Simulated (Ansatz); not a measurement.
# Single-point calculation of Ni5Ge3 (part 2 of 2)

The same run, continued: Ni5Ge3 (C2, 16 atoms in the cell); DFT r2SCAN, scalar-relativistic, plane waves, PAW, spin-polarised (Ansatz 0.2.0); cutoff 500 eV, 4×4×4 k-mesh, Gaussian smearing of 0.1 eV, collinear spins. The structure derives from a Materials Project entry.

## Output, continued
```
--- Forces (eV/Å), atoms counted from 1 ---
  atom   1  Ni     0.00862350     0.08611369     0.08113748
  atom   2  Ni    -0.00862350     0.08611369    -0.08113748
  atom   3  Ni    -0.05994654    -0.03875093    -0.05333641
  atom   4  Ni     0.05994654    -0.03875093     0.05333641
  atom   5  Ni     0.03141538    -0.05488332     0.07551384
  atom   6  Ni    -0.03141538    -0.05488332    -0.07551384
  atom   7  Ni    -0.06059960     0.12084707    -0.04493653
  atom   8  Ni     0.06059960     0.12084707     0.04493653
  atom   9  Ni     0.05335437    -0.05146364    -0.00378522
  atom  10  Ni    -0.05335437    -0.05146364     0.00378522
  atom  11  Ge     0.00000000    -0.10247066    -0.00000000
  atom  12  Ge     0.13981116     0.08368799     0.04244745
  atom  13  Ge    -0.13981116     0.08368799    -0.04244745
  atom  14  Ge    -0.00000000     0.19211042     0.00000000
  atom  15  Ge    -0.07300890    -0.19036994    -0.02912573
  atom  16  Ge     0.07300890    -0.19036994     0.02912573
  max |Σ_I F_I| component: 1.57e-6 eV/Å
--- Stress (GPa, compression-positive) ---
       -5.468150      -0.000000       0.338956
       -0.000000      -4.198038       0.000000
        0.338956       0.000000      -3.542606
  P = ⅓ Tr σ = -4.4029 GPa (-44.029 kbar)
--- Band table (eV; the first three rows and the last of 48) ---
  k-point 0 ↑: bands = ["-90.4045", "-90.4042", "-90.3819", "-90.3812", "-90.3602", "-90.3567", "-90.3027", "-90.2983", "-90.2536", "-90.2535", "-49.4261", "-49.4247", "-49.3905", "-49.3884", "-49.3776", "-49.3714", "-49.3682", "-49.3649", "-49.3623", "-49.3362", "-49.3175", "-49.2906", "-49.2869", "-49.2744", "-49.2728", "-49.2714", "-49.2655", "-49.2578", "-49.2549", "-49.2488", "-49.2369", "-49.2368", "-49.2300", "-49.2246", "-49.2186", "-49.2068", "-49.1901", "-49.1870", "-49.0669", "-49.0646",
      "-8.9138", "-8.9089", "-8.9086", "-8.9063", "-8.9059", "-8.9034", "-8.9000", "-8.8978", "-8.8893", "-8.8878", "-8.8798", "-8.8763", "-8.8732", "-8.8713", "-8.8680", "-8.8651", "-8.8612", "-8.8563", "-8.8555", "-8.8537", "-8.8524", "-8.8476", "-8.8449", "-8.8427", "-8.8389", "-8.8378", "-8.8302", "-8.8292", "-8.8199", "-8.8181", "3.3183", "6.8925", "6.8960", "6.9380", "6.9400", "7.7037", "10.1688", "10.2558", "10.2618", "10.5337",
      "10.5579", "10.7576", "10.7968", "11.7192", "11.9640", "12.0687", "12.1441", "12.7580", "12.7879", "12.9954", "13.1875", "13.2427", "13.3471", "13.3605", "13.3681", "13.5117", "13.5519", "13.5698", "13.8409", "13.8592", "13.9116", "13.9181", "14.0845", "14.1302", "14.1671", "14.1849", "14.3881", "14.4543", "14.5808", "14.8830", "14.8951", "14.9166", "14.9505", "14.9770", "14.9831", "14.9986", "15.0518", "15.0932", "15.1412", "15.2222",
      "15.2338", "15.2955", "15.3207", "15.3559", "15.3634", "15.4405", "15.4440", "15.4679", "15.6636", "15.8685", "16.2619", "16.2974", "16.3993", "16.4346", "16.5901", "19.3103", "19.4940", "19.6569", "19.7050", "19.8193", "20.1633", "20.2993", "20.3718", "20.8761", "21.5544", "22.1177", "22.2665", "22.3801", "23.5052", "23.5526", "25.0265", "25.1997", "25.3283", "25.4664", "25.4790", "25.6171", "25.9894", "26.0827", "26.1376", "26.2654",
      "26.3141", "26.3680", "26.7537", "26.9511", "27.0138", "27.2836", "27.4332", "27.9617", "28.0813", "28.2090", "28.6073"]
  k-point 1 ↑: bands = ["-90.4045", "-90.4042", "-90.3818", "-90.3812", "-90.3602", "-90.3567", "-90.3027", "-90.2983", "-90.2536", "-90.2535", "-49.4258", "-49.4248", "-49.3903", "-49.3888", "-49.3765", "-49.3717", "-49.3693", "-49.3670", "-49.3604", "-49.3362", "-49.3161", "-49.2920", "-49.2854", "-49.2766", "-49.2740", "-49.2694", "-49.2646", "-49.2573", "-49.2542", "-49.2498", "-49.2384", "-49.2364", "-49.2286", "-49.2251", "-49.2179", "-49.2074", "-49.1903", "-49.1871", "-49.0666", "-49.0650",
      "-8.9139", "-8.9090", "-8.9087", "-8.9072", "-8.9053", "-8.9035", "-8.8971", "-8.8962", "-8.8892", "-8.8868", "-8.8813", "-8.8786", "-8.8760", "-8.8721", "-8.8676", "-8.8643", "-8.8621", "-8.8570", "-8.8561", "-8.8527", "-8.8509", "-8.8470", "-8.8448", "-8.8433", "-8.8405", "-8.8378", "-8.8293", "-8.8279", "-8.8195", "-8.8177", "3.6393", "5.9054", "6.6918", "6.9519", "7.1764", "7.5478", "9.6728", "10.1093", "10.4504", "10.5264",
      "10.6191", "11.6818", "11.6942", "11.9655", "12.1038", "12.1406", "12.5044", "12.6857", "12.7348", "12.8902", "13.2076", "13.2282", "13.2643", "13.3830", "13.4105", "13.4931", "13.5429", "13.6336", "13.7797", "13.8719", "13.9276", "13.9879", "14.0344", "14.1211", "14.1815", "14.3073", "14.3727", "14.4166", "14.6373", "14.6911", "14.7448", "14.8638", "14.8865", "14.9311", "14.9674", "15.0085", "15.0774", "15.0997", "15.1235", "15.1680",
      "15.2265", "15.2465", "15.3264", "15.3464", "15.4336", "15.4557", "15.5470", "15.6349", "15.7568", "15.9154", "16.4103", "16.4826", "16.5961", "16.7755", "16.8999", "17.6557", "17.6985", "18.7088", "19.5502", "19.7799", "20.3062", "20.5749", "20.7340", "21.3744", "21.6985", "21.9680", "22.7071", "22.7536", "23.2344", "23.2882", "23.8357", "23.9541", "24.1636", "24.3171", "24.8650", "24.8662", "25.2104", "25.2473", "25.6006", "25.7619",
      "25.9314", "27.7053", "27.8080", "28.1282", "28.3933", "28.5382", "28.7693", "28.9302", "29.0544", "29.1262", "29.6834"]
  k-point 2 ↑: bands = ["-90.4044", "-90.4043", "-90.3817", "-90.3813", "-90.3602", "-90.3567", "-90.3027", "-90.2983", "-90.2536", "-90.2535", "-49.4254", "-49.4251", "-49.3901", "-49.3892", "-49.3752", "-49.3716", "-49.3706", "-49.3689", "-49.3594", "-49.3361", "-49.3148", "-49.2935", "-49.2825", "-49.2801", "-49.2748", "-49.2673", "-49.2640", "-49.2572", "-49.2529", "-49.2514", "-49.2378", "-49.2376", "-49.2269", "-49.2262", "-49.2172", "-49.2080", "-49.1905", "-49.1872", "-49.0658", "-49.0657",
      "-8.9141", "-8.9090", "-8.9081", "-8.9075", "-8.9047", "-8.9044", "-8.8952", "-8.8934", "-8.8876", "-8.8839", "-8.8838", "-8.8809", "-8.8800", "-8.8773", "-8.8642", "-8.8626", "-8.8621", "-8.8597", "-8.8558", "-8.8531", "-8.8495", "-8.8472", "-8.8451", "-8.8431", "-8.8409", "-8.8380", "-8.8284", "-8.8272", "-8.8192", "-8.8172", "4.5350", "4.5938", "6.7171", "6.7484", "7.3359", "7.3599", "9.5666", "9.5913", "10.7082", "10.8363",
      "11.4185", "11.4709", "12.1285", "12.1407", "12.2478", "12.3253", "12.7491", "12.7742", "12.9704", "12.9963", "13.0825", "13.1173", "13.1768", "13.2066", "13.5107", "13.5512", "13.5909", "13.6654", "13.7845", "13.8604", "13.9321", "13.9423", "14.0673", "14.0886", "14.1817", "14.2469", "14.3566", "14.3589", "14.6328", "14.6663", "14.8223", "14.8309", "14.8408", "14.8763", "15.0070", "15.0165", "15.0216", "15.0463", "15.0998", "15.1057",
      "15.2943", "15.3188", "15.3497", "15.3896", "15.5207", "15.5476", "15.6076", "15.6830", "15.8743", "15.9234", "16.4114", "16.4610", "16.5903", "16.7327", "17.4748", "17.5925", "18.2081", "18.2393", "18.8791", "18.9199", "19.3659", "19.3763", "20.5954", "20.7001", "21.9610", "22.0200", "22.4569", "22.5462", "22.9677", "23.0193", "23.5283", "23.5912", "24.0364", "24.0691", "24.3234", "24.3993", "25.0348", "25.0543", "26.6311", "26.7526",
      "27.5211", "27.6499", "28.4683", "28.6741", "28.9121", "28.9524", "29.7673", "29.7776", "30.1078", "30.2083", "30.4603"]
  k-point 23 ↓: bands = ["-90.4045", "-90.4042", "-90.3818", "-90.3812", "-90.3606", "-90.3564", "-90.3028", "-90.2982", "-90.2536", "-90.2535", "-49.4258", "-49.4252", "-49.3894", "-49.3894", "-49.3758", "-49.3737", "-49.3711", "-49.3693", "-49.3579", "-49.3356", "-49.3121", "-49.2920", "-49.2850", "-49.2821", "-49.2689", "-49.2671", "-49.2643", "-49.2581", "-49.2555", "-49.2528", "-49.2356", "-49.2351", "-49.2285", "-49.2246", "-49.2196", "-49.2092", "-49.1895", "-49.1875", "-49.0658", "-49.0658",
      "-8.9131", "-8.9109", "-8.9092", "-8.9066", "-8.9026", "-8.9019", "-8.8952", "-8.8908", "-8.8858", "-8.8858", "-8.8856", "-8.8832", "-8.8830", "-8.8772", "-8.8664", "-8.8639", "-8.8603", "-8.8595", "-8.8557", "-8.8554", "-8.8511", "-8.8497", "-8.8476", "-8.8444", "-8.8331", "-8.8323", "-8.8300", "-8.8293", "-8.8175", "-8.8163", "4.7759", "4.7792", "6.6270", "6.6778", "6.8025", "6.8357", "9.7321", "9.8509", "11.0977", "11.1288",
      "11.3819", "11.3872", "12.2989", "12.3184", "12.3823", "12.4498", "12.5831", "12.6120", "12.8598", "12.8778", "12.9106", "12.9389", "13.1638", "13.2463", "13.6062", "13.6395", "13.6691", "13.6876", "13.8184", "13.8316", "13.9570", "13.9616", "14.1357", "14.1405", "14.2967", "14.3502", "14.5050", "14.5747", "14.6852", "14.7115", "14.7609", "14.8117", "14.8401", "14.8542", "14.9245", "14.9406", "15.0339", "15.0484", "15.0718", "15.1555",
      "15.1900", "15.2092", "15.2716", "15.2992", "15.3175", "15.3488", "15.3822", "15.4313", "15.7037", "15.7677", "16.5743", "16.6279", "16.7013", "16.7136", "18.0754", "18.1666", "18.6678", "18.6835", "18.9736", "19.0188", "20.1321", "20.1482", "20.1776", "20.1932", "21.6000", "21.7170", "21.7210", "21.8004", "22.1305", "22.1795", "22.2630", "22.2795", "24.7783", "24.7949", "25.0879", "25.1389", "25.2177", "25.3830", "25.8382", "25.8722",
      "27.4048", "27.4284", "27.6020", "27.7357", "27.7962", "27.8700", "30.3832", "30.4458", "30.7048", "30.7124", "31.9188"]
--- Löwdin populations: 16 sites ---
  site symbol       q [e]    m [muB]
     0     Ni     17.5371     0.0000
     1     Ni     17.5371     0.0000
     2     Ni     17.5257     0.0000
     3     Ni     17.5257     0.0000
     4     Ni     17.5353     0.0000
     5     Ni     17.5353     0.0000
     6     Ni     17.5387    -0.0000
     7     Ni     17.5387    -0.0000
     8     Ni     17.5323    -0.0000
     9     Ni     17.5323    -0.0000
    10     Ge     14.5254    -0.0000
    11     Ge     14.4733     0.0000
    12     Ge     14.4733     0.0000
    13     Ge     14.5193    -0.0000
    14     Ge     14.4806     0.0000
    15     Ge     14.4806     0.0000
  spilling = 0.006476 (of n_electrons = 264.000000)
```

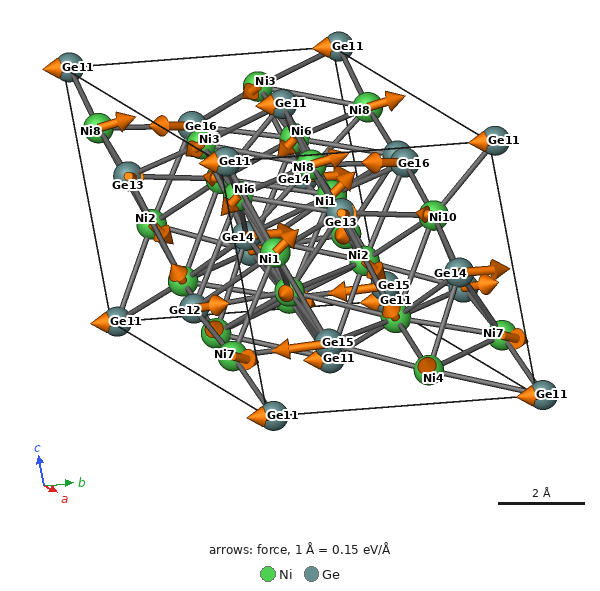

*Forces on the atoms as orange arrows (ball-and-stick view of the cell 2 times as large as that of the calculation, set on its symmetry axes, seen slightly off an axis; atoms are numbered from 1 in the order of the input).*

The largest act on Ge15, Ge16 (0.21 eV/Å); Ge14 (0.19 eV/Å); Ge12, Ge13 (0.17 eV/Å); Ni7, Ni8 (0.14 eV/Å), among others. The geometry is not a stationary point of this energy.

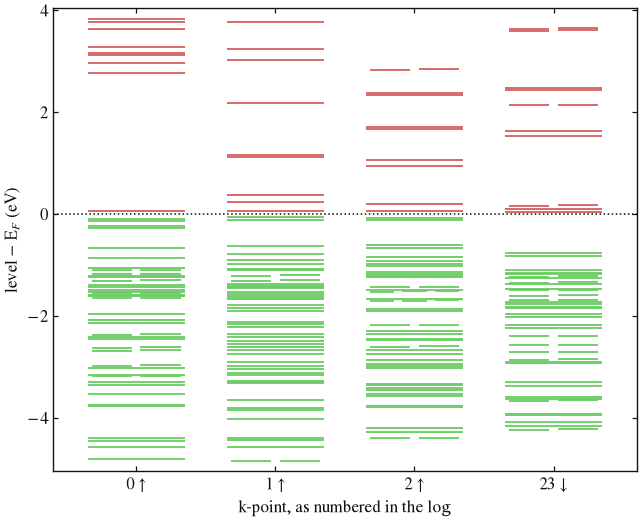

*Kohn–Sham levels near the Fermi level (dotted) at the few k-points that the log prints; levels within 0.02 eV of each other stand side by side.*

The system is metallic on the full mesh.

The run was set up as follows.

## Input
```yaml
crystal:
  lattice:
    - [5.44409, -3.36078, 0.0]
    - [5.44409, 3.36078, 0.0]
    - [-3.332607, 0.0, 5.422839]
  atoms:
    - { symbol: Ni, position: [0.748547, 0.10535, 0.602685], spin: 2.0 }
    - { symbol: Ni, position: [0.89465, 0.251453, 0.397315], spin: 2.0 }
    - { symbol: Ni, position: [0.415329, 0.737157, 0.900573], spin: 2.0 }
    - { symbol: Ni, position: [0.262843, 0.584671, 0.099427], spin: 2.0 }
    - { symbol: Ni, position: [0.075129, 0.410971, 0.23702], spin: 2.0 }
    - { symbol: Ni, position: [0.589029, 0.924871, 0.76298], spin: 2.0 }
    - { symbol: Ni, position: [0.828937, 0.83033, 0.173941], spin: 2.0 }
    - { symbol: Ni, position: [0.16967, 0.171063, 0.826059], spin: 2.0 }
    - { symbol: Ni, position: [0.33831, 0.004416, 0.342001], spin: 2.0 }
    - { symbol: Ni, position: [0.995584, 0.66169, 0.657999], spin: 2.0 }
    - { symbol: Ge, position: [0.977537, 0.022463, 0.0] }
    - { symbol: Ge, position: [0.664018, 0.632009, 0.294742] }
    - { symbol: Ge, position: [0.367991, 0.335982, 0.705258] }
    - { symbol: Ge, position: [0.199264, 0.800736, 0.5] }
    - { symbol: Ge, position: [0.492864, 0.197702, 0.199919] }
    - { symbol: Ge, position: [0.802298, 0.507136, 0.800081] }
basis:
  ecutwfc: 500
kpoints:
  mp_grid: { grid: [4, 4, 4] }
hamiltonian:
  xc: r2scan
scf:
  occupations: { method: gaussian, width: 0.1 }
  lower_state_search: "off"
output:
  forces: true
  stress: true
  eigenvalues: true
  populations: true
magnetization:
  spin_polarized: true
```

Run as:
```bash
ansatz run input.yaml --threads 4 --pin off --max-ram 10240MiB --backend cpu --events-out ev --progress --plain --runs-dir out
```

## Results in brief

| quantity | value |
| --- | --- |
| outcome | converged |
| space group (tolerance 0.01 Å) | C2 (5) |
| electrons treated | 264 |
| free energy | −84274.6049 eV |
| Fermi energy | 16.540 eV |
| gap on the k-point mesh | none (metallic) |
| net moment of the cell | 0.00 μB |
| integrated absolute moment | 0.00 μB |
| pressure | −4.40 GPa |
| largest force (length of the vector) | 0.206 eV/Å |
| hardware | 4 threads of Intel Xeon @ 2.50GHz (Skylake/Cascade Lake), 189 GiB of memory available, shared host |
| wall time | 11 min (CPU time 35 min) |
| peak memory | 2.4 GiB |

The electronic state found may not be the lowest one. The program warns: some starting moments were not kept; the state was not tested for a lower one.
